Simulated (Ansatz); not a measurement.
## Run report: Ir, geometry relaxation (part 3 of 3)

Ir (slab, 16 atoms in the cell); DFT PBE, scalar-relativistic, plane waves, PAW, no spin polarisation (Ansatz 0.2.0); cutoff 420 eV, 6×6×1 k-mesh, Gaussian smearing of 0.1 eV. The structure derives from an entry of the Crystallography Open Database. The input holds or restrains some coordinates. Forces given for the steps count only the free coordinates. It belongs to a series of runs on one base structure; here: clean slab, lower half held.

Geometry of the input (Å; fractional positions):
```
5.4739  0.0000  0.0000
-2.7370  4.7406  0.0000
0.0000  0.0000  23.7042
Ir 0.3333  0.1667  0.3586
Ir 0.3333  0.6667  0.3586
Ir 0.8333  0.1667  0.3586
Ir 0.8333  0.6667  0.3586
Ir 0.6667  0.3333  0.4529
Ir 0.6667  0.8333  0.4529
Ir 0.1667  0.3333  0.4529
Ir 0.1667  0.8333  0.4529
Ir -0.0000  0.5000  0.5471
Ir 0.0000  0.0000  0.5471
Ir 0.5000  0.5000  0.5471
Ir 0.5000  0.0000  0.5471
Ir 0.3333  0.6667  0.6414
Ir 0.3333  0.1667  0.6414
Ir 0.8333  0.6667  0.6414
Ir 0.8333  0.1667  0.6414
```

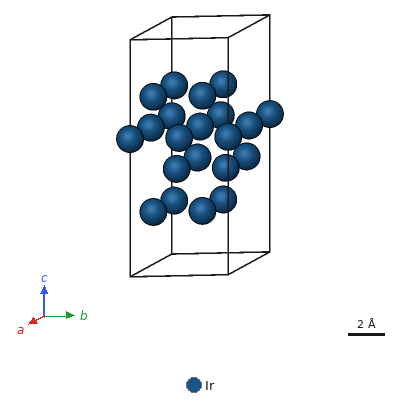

**Figure 1.** The geometry at step 3 of the log (spheres-only view of the cell of the calculation, with the vacuum cut short, seen slightly off an axis).

Log, continued:
```
  k-point 0: bands = ["-86.8920", "-86.8481", "-86.8481", "-86.8481", "-86.8277", "-86.7927", "-86.7927", "-86.7927", "-86.2734", "-86.2348", "-86.2348", "-86.2348", "-86.2347", "-86.1961", "-86.1961", "-86.1961", "-44.0635", "-44.0635", "-44.0635", "-44.0306", "-44.0110", "-44.0110", "-44.0110", "-43.7658", "-43.7658", "-43.7658", "-43.6586", "-43.6586", "-43.6586", "-43.6491", "-43.6234", "-43.6234", "-43.6234", "-43.5136", "-43.5136", "-43.5136", "-43.4715", "-43.4715", "-43.4001", "-43.4001",
      "-43.4001", "-43.3916", "-43.3916", "-43.3699", "-43.3699", "-43.3699", "-43.0242", "-43.0242", "-43.0242", "-43.0209", "-42.9892", "-42.9892", "-42.9892", "-42.9815", "-42.9815", "-42.9815", "-42.9673", "-42.9275", "-42.9275", "-42.9275", "-42.8929", "-42.8929", "-42.8576", "-42.8576", "-4.3532", "-2.8445", "-1.6605", "-1.5816", "-1.4629", "-1.4629", "-1.4629", "-1.3634", "-1.3634", "-1.3634", "-0.8129", "-0.8129", "-0.8129", "-0.3671", "-0.3671", "-0.3671",
      "-0.1863", "-0.1863", "-0.1863", "0.5744", "0.5744", "0.5744", "1.8156", "1.8156", "1.8156", "2.1081", "2.1081", "2.1081", "2.1660", "2.2491", "2.2491", "2.2576", "2.3880", "2.3880", "2.4721", "2.4721", "2.4721", "3.0199", "3.0199", "3.0799", "3.1820", "3.1820", "3.1820", "3.1820", "3.1820", "3.8910", "3.8910", "3.8910", "3.8959", "3.8959", "3.8959", "4.8274", "4.8274", "5.1730", "5.1730", "5.3472",
      "5.5124", "5.5124", "5.5124", "5.6065", "5.6065", "5.6065", "6.0947", "6.0947", "6.1252", "6.1252", "6.1252", "6.2751", "6.6313", "6.6313", "6.6313", "6.7736", "6.7736", "6.8610", "6.8610", "6.8610", "7.1242", "7.1242", "7.1242", "7.1370", "7.1370", "7.1370", "7.5517", "7.5517", "7.5517", "7.6039", "7.6039", "7.6039", "8.6550", "8.6550", "8.6550", "9.2430", "9.2430", "9.2430", "9.6937", "9.6937",
      "9.6937", "11.2219", "11.2894", "12.2709"]
  k-point 1: bands = ["-86.8891", "-86.8511", "-86.8481", "-86.8481", "-86.8253", "-86.7950", "-86.7927", "-86.7927", "-86.2709", "-86.2374", "-86.2348", "-86.2348", "-86.2321", "-86.1987", "-86.1961", "-86.1961", "-44.0435", "-44.0435", "-44.0288", "-44.0196", "-43.9936", "-43.9936", "-43.9851", "-43.7728", "-43.7637", "-43.7637", "-43.6760", "-43.6760", "-43.6557", "-43.6451", "-43.6217", "-43.6217", "-43.6135", "-43.5361", "-43.5361", "-43.5054", "-43.5022", "-43.4820", "-43.4304", "-43.3997",
      "-43.3834", "-43.3834", "-43.3709", "-43.3528", "-43.3528", "-43.3388", "-43.0443", "-43.0443", "-43.0168", "-43.0155", "-43.0095", "-43.0095", "-42.9835", "-42.9808", "-42.9808", "-42.9805", "-42.9650", "-42.9300", "-42.9291", "-42.9271", "-42.9271", "-42.9018", "-42.8941", "-42.8665", "-4.0911", "-2.5887", "-1.4690", "-1.4080", "-1.3172", "-1.2719", "-1.2719", "-1.2621", "-1.1649", "-1.1649", "-0.6828", "-0.6608", "-0.6608", "-0.3514", "-0.1712", "-0.1712",
      "-0.0732", "0.0495", "0.0495", "0.6633", "0.6633", "0.6744", "1.6392", "1.6392", "1.8339", "1.8503", "2.0027", "2.0898", "2.2051", "2.2051", "2.2382", "2.4549", "2.5194", "2.5194", "2.5421", "2.5434", "2.5962", "2.8209", "2.8716", "2.8867", "2.9706", "2.9706", "3.1993", "3.2294", "3.3286", "3.3286", "3.3783", "3.6703", "3.9250", "4.1408", "4.1408", "4.5952", "4.6593", "4.7178", "5.0904", "5.0904",
      "5.1843", "5.1876", "5.2344", "5.2434", "5.2434", "5.4613", "5.4778", "5.4960", "5.4960", "5.5932", "6.0941", "6.2664", "6.2664", "6.3559", "6.4393", "6.4485", "6.4485", "6.5367", "6.5560", "6.5560", "6.7927", "6.8888", "6.8967", "6.9397", "6.9397", "7.1614", "7.1751", "7.1933", "7.1933", "7.2832", "8.0396", "8.1382", "8.2007", "8.2007", "8.9985", "8.9985", "9.4745", "9.4745", "10.6525", "10.8477",
      "10.8477", "11.4232", "11.4670", "12.4704"]
  k-point 2: bands = ["-86.8811", "-86.8592", "-86.8481", "-86.8481", "-86.8189", "-86.8014", "-86.7927", "-86.7927", "-86.2638", "-86.2445", "-86.2348", "-86.2348", "-86.2251", "-86.2057", "-86.1961", "-86.1961", "-43.9945", "-43.9945", "-43.9900", "-43.9528", "-43.9528", "-43.9518", "-43.9230", "-43.7739", "-43.7739", "-43.7611", "-43.7026", "-43.7026", "-43.6953", "-43.6228", "-43.6228", "-43.6180", "-43.5862", "-43.5845", "-43.5845", "-43.5704", "-43.5268", "-43.5104", "-43.4829", "-43.4218",
      "-43.3418", "-43.3418", "-43.3106", "-43.3106", "-43.2851", "-43.2515", "-43.0928", "-43.0928", "-43.0583", "-43.0583", "-43.0311", "-43.0050", "-42.9942", "-42.9916", "-42.9890", "-42.9797", "-42.9797", "-42.9566", "-42.9556", "-42.9369", "-42.9263", "-42.9263", "-42.9260", "-42.8907", "-3.3659", "-1.9184", "-1.6724", "-1.0726", "-0.7868", "-0.7868", "-0.7846", "-0.7014", "-0.7014", "-0.6201", "-0.4404", "-0.1861", "-0.1789", "-0.1789", "0.1912", "0.1956",
      "0.1956", "0.6491", "0.6491", "0.9500", "0.9511", "0.9511", "1.2270", "1.3304", "1.3304", "1.5526", "1.6579", "1.9603", "2.0250", "2.0250", "2.1487", "2.3552", "2.3552", "2.5007", "2.5384", "2.5791", "2.7271", "2.7282", "2.7380", "2.7380", "2.8537", "3.0480", "3.0480", "3.0603", "3.1812", "3.1959", "3.6469", "3.7332", "3.7332", "3.8966", "3.9263", "3.9629", "3.9732", "3.9732", "3.9794", "4.1122",
      "4.2045", "4.2172", "4.2172", "4.5861", "4.7961", "5.0046", "5.0046", "5.0246", "5.2662", "5.3265", "5.3994", "5.3994", "5.5393", "5.5393", "5.5656", "5.7034", "5.9955", "6.0903", "6.0994", "6.1995", "6.2913", "6.2913", "6.3494", "6.7904", "6.7904", "6.8380", "6.9635", "7.1704", "7.1704", "7.3852", "7.9754", "8.7662", "8.7662", "9.2625", "9.2625", "9.5976", "9.8893", "10.1919", "10.1919", "11.9660",
      "11.9837", "11.9837", "12.0350", "12.2947"]
  k-point 6: bands = ["-86.8647", "-86.8647", "-86.8647", "-86.8426", "-86.8058", "-86.8058", "-86.8058", "-86.7884", "-86.2493", "-86.2493", "-86.2493", "-86.2300", "-86.2106", "-86.2106", "-86.2106", "-86.1912", "-43.9391", "-43.9391", "-43.9391", "-43.9112", "-43.8974", "-43.8957", "-43.8316", "-43.8316", "-43.8316", "-43.7651", "-43.7274", "-43.7274", "-43.7274", "-43.6694", "-43.6392", "-43.5977", "-43.5977", "-43.5977", "-43.5743", "-43.5743", "-43.5743", "-43.5019", "-43.5019", "-43.5019",
      "-43.2712", "-43.2502", "-43.2359", "-43.2188", "-43.1984", "-43.1984", "-43.1984", "-43.1648", "-43.1648", "-43.1648", "-43.0023", "-43.0023", "-43.0023", "-42.9912", "-42.9912", "-42.9912", "-42.9747", "-42.9665", "-42.9665", "-42.9665", "-42.9410", "-42.9410", "-42.9410", "-42.9205", "-1.8028", "-1.8028", "-1.8028", "-0.7586", "-0.7586", "-0.7586", "0.0584", "0.0585", "0.0738", "0.1804", "0.1804", "0.1804", "0.3351", "0.3351", "0.3351", "0.6784",
      "0.6784", "0.6784", "0.7447", "0.8501", "1.0549", "1.0549", "1.0549", "1.0688", "1.2375", "1.3254", "1.3254", "1.3254", "1.8282", "1.8282", "1.8282", "2.1164", "2.1164", "2.1164", "2.1898", "2.1898", "2.1898", "2.1963", "2.2177", "2.4343", "2.4343", "2.4343", "3.1030", "3.1147", "3.1488", "3.1718", "3.2909", "3.2909", "3.2909", "3.4056", "3.4056", "3.4056", "3.9395", "3.9395", "3.9395", "4.1258",
      "4.1258", "4.1258", "4.2645", "4.6666", "4.6666", "4.6666", "4.7178", "4.7702", "5.2453", "5.2453", "5.2453", "5.6621", "5.6621", "5.6621", "5.7241", "5.7241", "5.7241", "5.8332", "6.1039", "6.1039", "6.1039", "6.2472", "6.2472", "6.2472", "6.3142", "6.4373", "6.4415", "6.5235", "6.5235", "6.5235", "7.4487", "7.4487", "7.4487", "9.5848", "9.5848", "9.5848", "11.4302", "11.5490", "11.5518", "11.8941",
      "11.8941", "11.8941", "12.3490", "13.1869"]
--- Relaxed structure (4 steps of the walk, 3 accepted, 0 SCFs on fresh bases) ---
  F+E_penalty+E_count = -190957.70591709 eV   max|allowed force component| = 8.253e-3 eV/Å
  atoms:
    - { symbol: Ir, position: [0.33333333333333337, 0.16666666666666666, 0.358586627] }
    - { symbol: Ir, position: [0.3333333333333334, 0.6666666666666667, 0.358586627] }
    - { symbol: Ir, position: [0.8333333333333334, 0.16666666666666669, 0.358586627] }
    - { symbol: Ir, position: [0.8333333333333335, 0.6666666666666667, 0.358586627] }
    - { symbol: Ir, position: [0.6666666666666665, 0.33333333333333337, 0.452862209] }
    - { symbol: Ir, position: [0.6666666666666666, 0.8333333333333334, 0.452862209] }
    - { symbol: Ir, position: [0.16666666666666669, 0.3333333333333334, 0.452862209] }
    - { symbol: Ir, position: [0.16666666666666669, 0.8333333333333333, 0.452862209] }
    - { symbol: Ir, position: [5.551115123125783e-17, 0.5, 0.5455608431767003] }
    - { symbol: Ir, position: [5.782411586052367e-18, 1.0661056106799543e-17, 0.5455608431767003] }
    - { symbol: Ir, position: [0.5, 0.5000000000000001, 0.5455608431767003] }
    - { symbol: Ir, position: [0.49999999999999994, 1.066105610706202e-17, 0.5455608431767003] }
    - { symbol: Ir, position: [0.3333333333333334, 0.6666666666666667, 0.6380663597189123] }
    - { symbol: Ir, position: [0.33333333333333337, 0.16666666666666666, 0.6380663597189123] }
    - { symbol: Ir, position: [0.8333333333333335, 0.6666666666666667, 0.6380663597189123] }
    - { symbol: Ir, position: [0.8333333333333334, 0.16666666666666669, 0.6380663597189123] }
```

Trajectory as extended XYZ (Å, eV, eV/Å), 4 frames, from step=1 to step=4:
```
16
Lattice="5.4739 0.0000 0.0000 -2.7370 4.7406 0.0000 0.0000 0.0000 23.7042" Properties=species:S:1:pos:R:3:forces:R:3 step=1 energy=-190957.63375
Ir    1.3685    0.7901    8.5000    0.0000   0.0000   0.4672
Ir    0.0000    3.1604    8.5000    0.0000   0.0000   0.4672
Ir    4.1055    0.7901    8.5000    0.0000   0.0000   0.4672
Ir    2.7370    3.1604    8.5000    0.0000   0.0000   0.4672
Ir    2.7370    1.5802   10.7347    0.0000   0.0000  -0.0545
Ir    1.3685    3.9505   10.7347    0.0000   0.0000  -0.0545
Ir    0.0000    1.5802   10.7347    0.0000   0.0000  -0.0545
Ir   -1.3685    3.9505   10.7347    0.0000   0.0000  -0.0545
Ir   -1.3685    2.3703   12.9695    0.0000   0.0000   0.0545
Ir    0.0000    0.0000   12.9695    0.0000   0.0000   0.0545
Ir    1.3685    2.3703   12.9695    0.0000   0.0000   0.0545
Ir    2.7370    0.0000   12.9695    0.0000   0.0000   0.0545
Ir    0.0000    3.1604   15.2042    0.0000   0.0000  -0.4672
Ir    1.3685    0.7901   15.2042    0.0000   0.0000  -0.4672
Ir    2.7370    3.1604   15.2042    0.0000   0.0000  -0.4672
Ir    4.1055    0.7901   15.2042    0.0000   0.0000  -0.4672
16
Lattice="5.4739 0.0000 0.0000 -2.7370 4.7406 0.0000 0.0000 0.0000 23.7042" Properties=species:S:1:pos:R:3:forces:R:3 step=2 energy=-190957.52633 accepted=F
Ir    1.3685    0.7901    8.5000    0.0000   0.0000   0.2935
Ir    0.0000    3.1604    8.5000    0.0000   0.0000   0.2935
Ir    4.1055    0.7901    8.5000    0.0000   0.0000   0.2935
Ir    2.7370    3.1604    8.5000    0.0000   0.0000   0.2935
Ir    2.7370    1.5802   10.7347    0.0000   0.0000  -0.9744
Ir    1.3685    3.9505   10.7347    0.0000   0.0000  -0.9744
Ir    0.0000    1.5802   10.7347    0.0000   0.0000  -0.9744
Ir   -1.3685    3.9505   10.7347    0.0000   0.0000  -0.9744
Ir   -1.3685    2.3703   12.8828    0.0000   0.0000  -0.2264
Ir    0.0000    0.0000   12.8828    0.0000   0.0000  -0.2264
Ir    1.3685    2.3703   12.8828    0.0000   0.0000  -0.2264
Ir    2.7370    0.0000   12.8828    0.0000   0.0000  -0.2264
Ir    0.0000    3.1604   15.0094    0.0000   0.0000   0.9075
Ir    1.3685    0.7901   15.0094    0.0000   0.0000   0.9075
Ir    2.7370    3.1604   15.0094    0.0000   0.0000   0.9075
Ir    4.1055    0.7901   15.0094    0.0000   0.0000   0.9075
16
Lattice="5.4739 0.0000 0.0000 -2.7370 4.7406 0.0000 0.0000 0.0000 23.7042" Properties=species:S:1:pos:R:3:forces:R:3 step=3 energy=-190957.70540
Ir    1.3685    0.7901    8.5000    0.0000   0.0000   0.3929
Ir    0.0000    3.1604    8.5000    0.0000   0.0000   0.3929
Ir    4.1055    0.7901    8.5000    0.0000   0.0000   0.3929
Ir    2.7370    3.1604    8.5000    0.0000   0.0000   0.3929
Ir    2.7370    1.5802   10.7347    0.0000   0.0000  -0.4116
Ir    1.3685    3.9505   10.7347    0.0000   0.0000  -0.4116
Ir    0.0000    1.5802   10.7347    0.0000   0.0000  -0.4116
Ir   -1.3685    3.9505   10.7347    0.0000   0.0000  -0.4116
Ir   -1.3685    2.3703   12.9305    0.0000   0.0000  -0.0331
Ir    0.0000    0.0000   12.9305    0.0000   0.0000  -0.0331
Ir    1.3685    2.3703   12.9305    0.0000   0.0000  -0.0331
Ir    2.7370    0.0000   12.9305    0.0000   0.0000  -0.0331
Ir    0.0000    3.1604   15.1190    0.0000   0.0000   0.0518
Ir    1.3685    0.7901   15.1190    0.0000   0.0000   0.0518
Ir    2.7370    3.1604   15.1190    0.0000   0.0000   0.0518
Ir    4.1055    0.7901   15.1190    0.0000   0.0000   0.0518
16
Lattice="5.4739 0.0000 0.0000 -2.7370 4.7406 0.0000 0.0000 0.0000 23.7042" Properties=species:S:1:pos:R:3:forces:R:3 step=4 energy=-190957.70592
Ir    1.3685    0.7901    8.5000    0.0000   0.0000   0.3963
Ir    0.0000    3.1604    8.5000    0.0000   0.0000   0.3963
Ir    4.1055    0.7901    8.5000    0.0000   0.0000   0.3963
Ir    2.7370    3.1604    8.5000    0.0000   0.0000   0.3963
Ir    2.7370    1.5802   10.7347    0.0000   0.0000  -0.3917
Ir    1.3685    3.9505   10.7347    0.0000   0.0000  -0.3917
Ir    0.0000    1.5802   10.7347    0.0000   0.0000  -0.3917
Ir   -1.3685    3.9505   10.7347    0.0000   0.0000  -0.3917
Ir   -1.3685    2.3703   12.9321    0.0000   0.0000  -0.0083
Ir    0.0000    0.0000   12.9321    0.0000   0.0000  -0.0083
Ir    1.3685    2.3703   12.9321    0.0000   0.0000  -0.0083
Ir    2.7370    0.0000   12.9321    0.0000   0.0000  -0.0083
Ir    0.0000    3.1604   15.1248    0.0000   0.0000   0.0037
Ir    1.3685    0.7901   15.1248    0.0000   0.0000   0.0037
Ir    2.7370    3.1604   15.1248    0.0000   0.0000   0.0037
Ir    4.1055    0.7901   15.1248    0.0000   0.0000   0.0037
```

Key numbers:

| quantity | value |
| --- | --- |
| outcome | converged under the restraints of the input |
| electrons treated | 272 |
| free energy | −190957.7059 eV |
| work function, top face | 5.44 eV |
| work function, bottom face | 5.46 eV |
| Fermi energy | 6.032 eV |
| gap on the k-point mesh | none (metallic) |
| final volume | 615.11 Å³ |
| work function (upper face) | 5.44 eV |
| largest force (length of the vector) at the end, held atoms and coordinates included | 0.396 eV/Å |
| hardware | 4 threads of Intel Xeon @ 2.50GHz (Skylake/Cascade Lake), 64 GiB of memory available, shared host |
| wall time | 72 s (CPU time 4.7 min) |
| peak memory | 2.3 GiB |

Remarks:

Warnings of the run: the exchange-correlation potential is rough where the density is thin. Spin–orbit coupling is left out, which matters for Ir.
